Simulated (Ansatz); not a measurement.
Geometry relaxation of SnSe$_{2}$ (part 1 of 2)

SnSe$_{2}$ (slab, 3 atoms in the cell), computed with DFT PBE+D3(BJ), scalar-relativistic, plane waves, PAW, no spin polarisation (Ansatz 0.2.0).

The structure derives from an entry of the Crystallography Open Database. It belongs to a series of runs on one base structure; here: strain along y +0.050, atoms relaxed. Figures and captions count atoms from 1; the log counts them from 0 in places.

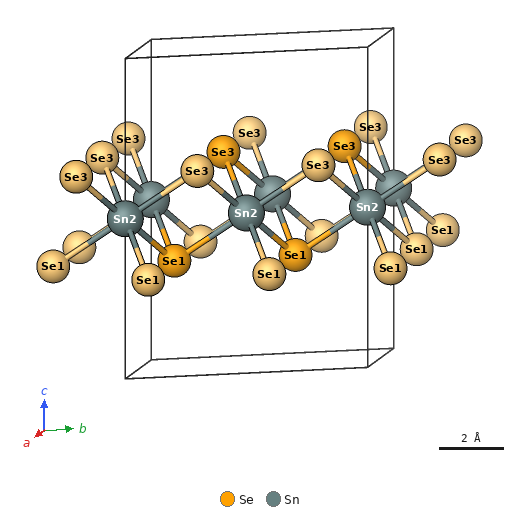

Figure 1. The input geometry (ball-and-stick view of the 1 × 2 repeat of the cell, with the vacuum cut short, seen slightly off an axis; neighbours outside the cell are drawn fainter; atoms are numbered from 1 in the order of the input). An atom can appear more than once, as a periodic image. Near neighbours in the periodic cell (some may lie outside the picture): Se has 3 Sn at 2.75 to 2.82 Å; Sn has 6 Se at 2.75 to 2.82 Å.

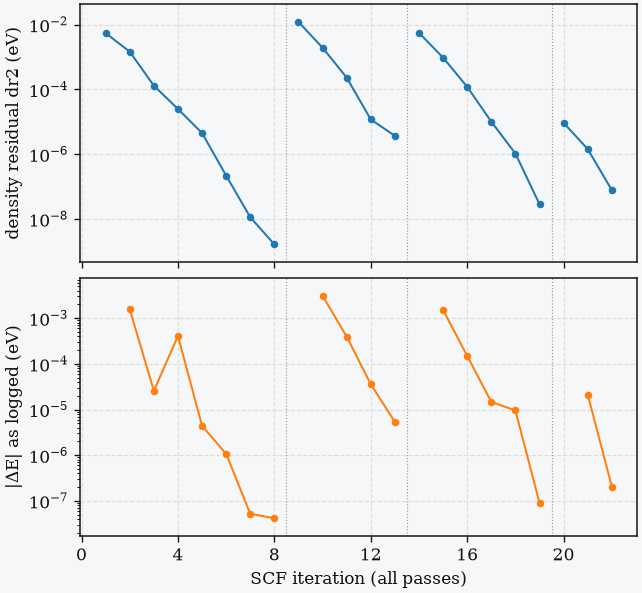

Figure 2. Convergence of the self-consistent field: density residual dr2 and size of the energy change against the SCF iteration. The dotted lines part the SCF passes of the relaxation: geometry steps, rejected trials and re-solves on a re-selected basis. The passes take 8, 5, 6 and 3 iterations.

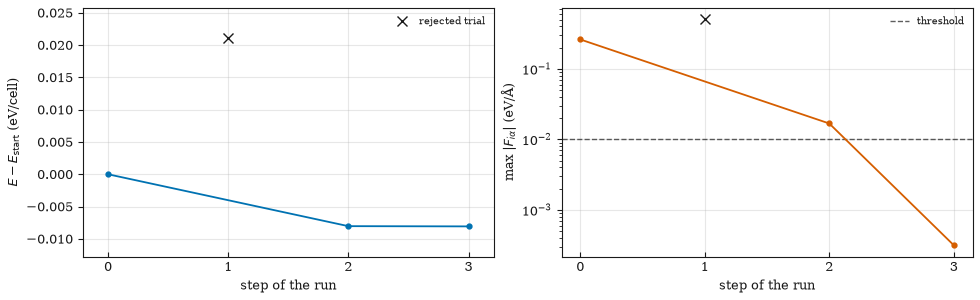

Figure 3. Progress of the relaxation, step by step (the first geometry is step 0 here and step 1 in the log).

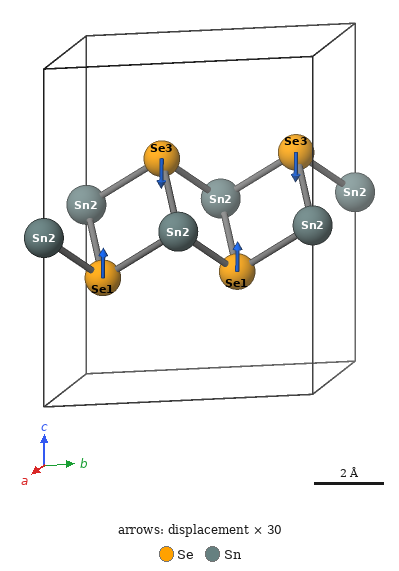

Figure 4. The starting structure with the displacements as blue arrows, magnified 30 times (ball-and-stick view of the 1 × 2 repeat of the cell, with the vacuum cut short, seen slightly off an axis). The largest moves, 0.031 Å, are those of Se1 and Se3. Sn stays in place. The lattice vectors keep their values. Distances before and after: Se1–Sn2 2.817 → 2.800 Å. The energy falls by 8.1 meV per cell of the calculation in 3 geometry steps. The largest force component goes from 0.26 to 0.00032 eV/Å. The line search rejected the trial step at point 1 (counted from 0) and went back. (Atoms are counted from 1 in the order of the input.)

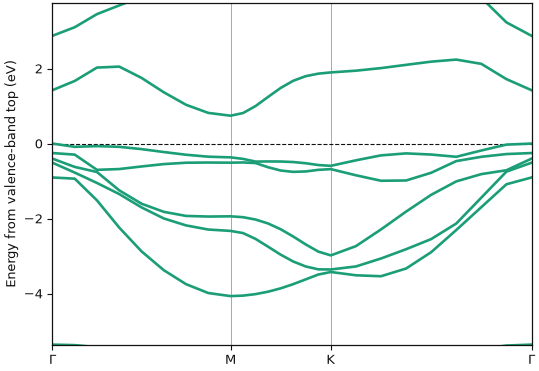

Figure 5. Band structure along Γ–M–K–Γ, with energies from the valence-band top. There is a gap of 0.74 eV on this path, indirect, from Γ to M.

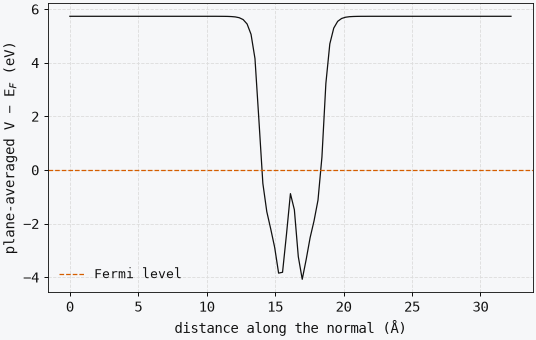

Figure 6. Plane average of the electrostatic potential energy of an electron across the cell, from the Fermi level. The vacuum level lies 5.73 eV above the Fermi level.

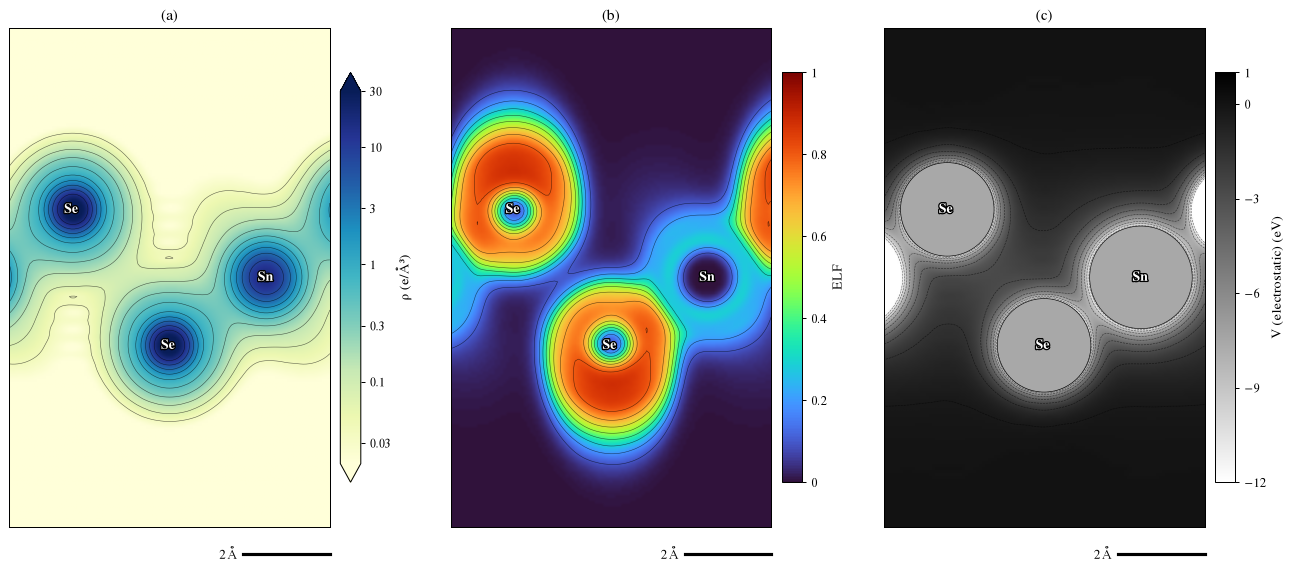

Figure 7. (a) valence electron density; (b) electron localisation function; (c) electrostatic potential (local pseudopotential plus Hartree) felt by an electron on the (110) plane of the calculation cell, a cut from vacuum to vacuum. Grey discs, where drawn, cover atomic cores. Atoms in the plane: Se and Sn. Sn–Se (2.73 Å): ρ is about 0.38 e/Å³ halfway; the ELF is about 0.60 at the midpoint. The density dies away to nearly zero in the vacuum. The fields are those of the smooth PAW valence density.

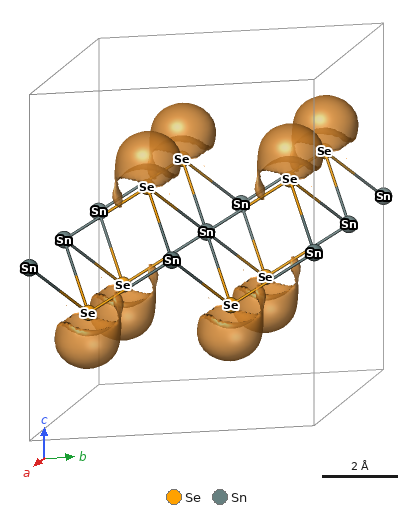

Figure 8. Isosurface of the electron localisation function at 0.8 (orange), seen slightly off an axis. Core shells and regions of very low density are left out. Sticks mark near contacts. Along the contacts the grid gives the following. Sn–Se (2.73 Å): the ELF is about 0.60 at the midpoint. Sn–Se (2.80 Å): the ELF is about 0.60 at the midpoint.

The input that produced these results follows, with the program's output.

## The input
```yaml
crystal:
  lattice:
    - [3.8246790732, 0.0, 0.0]
    - [-1.9123395366, 3.4778827007, 0.0]
    - [0.0, 0.0, 32.3760079986]
  atoms:
    - { symbol: Se, position: [0.6666666667, 0.3333333333, 0.4505636621] }
    - { symbol: Sn, position: [0.0, 0.0, 0.5] }
    - { symbol: Se, position: [0.3333333333, 0.6666666667, 0.5494363379] }
  periodic: [true, true, false]
basis:
  ecutwfc: 420
kpoints:
  mp_grid: { grid: [12, 12, 1] }
  band_path:
    path:
      - [0, 0, 0]
      - [0.5, 0, 0]
      - [0.3333333333333, 0.3333333333333, 0]
      - [0, 0, 0]
    npoints: 8
hamiltonian:
  xc: pbe
  dispersion: d3bj
scf:
  occupations: { method: gaussian, width: 0.02 }
output:
  forces: true
  stress: true
  eigenvalues: true
  write_density: true
  write_potential: true
  elf: true
  volumetric_format: npy
relax:
  adjacent_minimum: "off"
  f_tol: 0.01
  max_steps: 40
```

Launched with:
```bash
ansatz run input.yaml --threads 2 --pin off --max-ram 5120MiB --backend cpu --events-out ev --progress --plain --runs-dir out
```

## What the program printed
```
Warning: output.stress: scf.convergence.dr2_threshold = 1e-7 eV (the SCF's general default) is looser than the 3e-10 eV advised for a printed stress (1e-10 eV for each atom of the cell: 3). What an SCF threshold leaves in a stress goes as its square root, and in the free energy as the threshold itself, and one threshold admits the most on a small cell: of the crystals measured, under no hybrid functional and no lock of the moments, on runs that ended without the residual-converged pass, on stresses that held no estimate of that error, the worst erred by over 100 MPa in a component at 1e-7 eV an atom and by under 5 at 1e-10. Every solve of this run answers to scf.convergence.dr2_threshold, and the tensor of one is reported: a single SCF on the reported geometry and on this run's grids (its basis.xc_grid and basis.ecutrho_ratio typed), with scf.convergence.dr2_threshold at 3e-10 eV or tighter, prints it and tightens no other solve. Else set scf.convergence.dr2_threshold to 3e-10 eV or tighter. The threshold is an SCF's pass mark: one that does not reach it within its budget of iterations ends unconverged, or closes short of it on a stop that the run arms, and scf.convergence.dr2_threshold's page says what that costs each kind of run
Engine: ansatz 0.2.0, x86_64-unknown-linux-gnu
Pseudopotentials: kind: paw
Pseudopotential: Se, paw, valence charge 16, recommended cutoff 420 eV (normal), Se.paw.azcp
Pseudopotential: Sn, paw, valence charge 14, recommended cutoff 420 eV (normal), Sn.paw.azcp
Functional definition: PBE
  parameter kappa = 0.804
  parameter beta = 0.06672455060314922
  exchange = pbe_x(kappa = kappa, mu = beta*pi^2/3)
  correlation = pbe_c(beta = beta)
Crystal: 3 atoms, lattice volume = 430.659 Å³
Basis set: ecut = 420 eV, 8461 PW (Γ), exchange–correlation on 54×54×450 points (8 copies of the dense FFT grid, shifted against one another)
Bands: 28, of which v1, the nominal top of the filled ones, is band 23 counted from 1 (22 counted from 0)
Symmetry: 4 space group operations
Space group: C2/m (ITA 12), of the structure as read, at distance tolerance 7.6e-5 Å
k-points: 43 of 144
Non-local potential: Se, projectors of the file, l = 0: 2, l = 1: 2, l = 2: 3, l = 3: 1
Non-local potential: Sn, projectors of the file, l = 0: 2, l = 1: 2, l = 2: 2, l = 3: 2
PAW form: soft (Blöchl's): semilocal exchange-correlation on the pseudo side does not see the compensation charge
PAW one-centre angular grid: Se, 590 points (default); XC on 64 Gauss nodes
PAW one-centre angular grid: Sn, 590 points (default); XC on 64 Gauss nodes
Initial density: superposition of atomic densities (neutral atoms: chi_scale 0, normalization atom), corrected by the library's trained network
Initial wavefunctions: pseudopotential atomic-orbital guess
Functional: x = pbe(κ = 0.804, μ = 0.2195149727645171), c = pbe(β = 0.06672455060314922)
```
